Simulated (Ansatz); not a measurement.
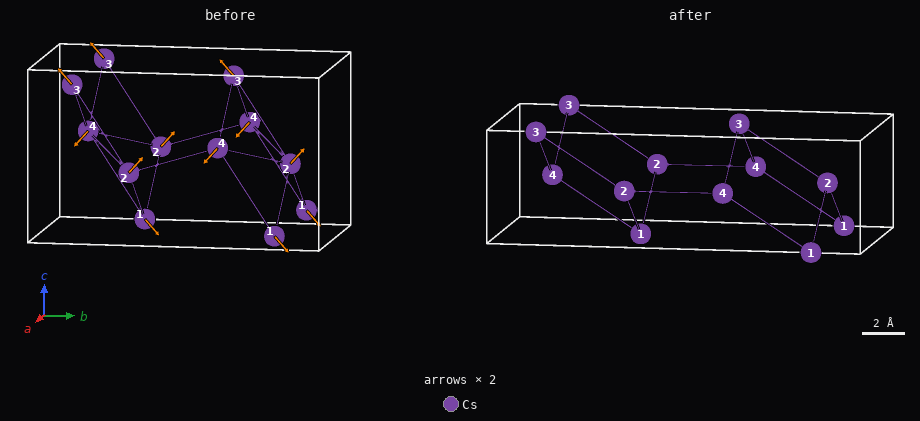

The structure of solid Cs (built on the alpha-gallium_64 type) before (left) and after (right) a relaxation, at one scale. The orange arrows give the displacements (the part carried along by the change of the cell is left out), 2 times their true length.

A ball-and-stick model of the conventional cell (2 times the calculation's cell), seen slightly off an axis. Lengths and directions refer to the drawn axes.

Case: alpha-gallium type (Cmce, No. 64).

The calculation used DFT PBEsol, scalar-relativistic, plane waves, PAW in Ansatz.

The input:
```yaml
crystal:
  lattice:
    - [4.2437173132, -7.1923138573, 0.0]
    - [4.2437173132, 7.1923138573, 0.0]
    - [0.0, 0.0, 8.4987243615]
  atoms:
    - { symbol: Cs, position: [0.1525, 0.8475, 0.0785] }
    - { symbol: Cs, position: [0.6525, 0.3475, 0.4215] }
    - { symbol: Cs, position: [0.8475, 0.1525, 0.9215] }
    - { symbol: Cs, position: [0.3475, 0.6525, 0.5785] }
basis:
  ecutwfc: 420
kpoints:
  mp_grid: { grid: [6, 6, 6] }
hamiltonian:
  xc: pbesol
scf:
  occupations: { method: gaussian, width: 0.1 }
output:
  forces: true
  stress: true
  eigenvalues: true
relax:
  adjacent_minimum: "off"
  f_tol: 0.01
  max_steps: 80
  cell: { stress_tol: 0.05 }
```

> Summarise the run.

The energy falls by 102 meV per atom in 19 accepted moves (21 points after the start). The largest force component goes from 0.014 to 0.0015 eV/Å. Pressure: 0.01 GPa at the start and −0.01 GPa at the end. The SCF was repeated twice at an unchanged geometry on a basis and grid sized afresh for the cell, which shifted the energy by 2.8 meV per atom at most. The largest moves relative to the cell, 0.57 Å, are those of Cs1, Cs2, Cs3 and Cs4. Cs1 goes roughly along [0 1 −3]. The volume changes by −13.4 %, with a 8.487 → 8.750 Å (+3.1 %), b 14.385 → 18.456 Å (+28.3 %), c 8.499 → 5.563 Å (−34.5 %). Some distances before and after: Cs1–Cs2 7.013 → 5.195 Å, Cs1–Cs3 5.259 → 6.177 Å, Cs1–Cs3 (another image) 4.586 → 4.868 Å, Cs1–Cs4 5.092 → 5.172 Å. New bonds form: Cs1–Cs2 (7.01 → 5.19 Å), Cs3–Cs4 (7.01 → 5.19 Å). Bond angles that change, for instance: Cs4–Cs1–Cs4 113.1° → 65.1°, Cs3–Cs1–Cs4 106.5° → 147.2°, Cs2–Cs1–Cs4 118.2° → 106.7°. The space group stays Cmce (No. 64).
